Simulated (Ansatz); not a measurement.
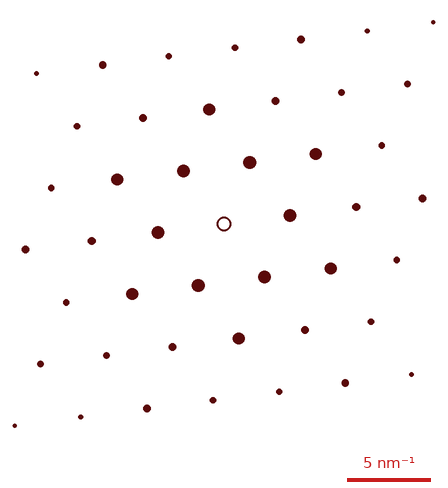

The pattern is a kinematic simulation for 120 kV electrons (no multiple scattering; isotropic B = 1 Å²).

Candidate phases (model or computed cells):
A. Al, space group Fm-3m (No. 225), a = 3.991 Å
B. Al, space group P6_3/mmc (No. 194), a = 2.874 Å, c = 4.595 Å (hexagonal axes)
C. Al, space group Im-3m (No. 229), a = 3.214 Å
D. Al, space group Fm-3m (No. 225), a = 3.985 Å

Which candidate gives this pattern, and along which zone?

Candidate B (Al), along [001]. The spots form a hexagonal net with both shortest vectors at d = 2.49 Å, 60.0° apart. They index as 1 -1 0 and 1 0 0; no zone of the other candidates with indices up to 3 has this net.
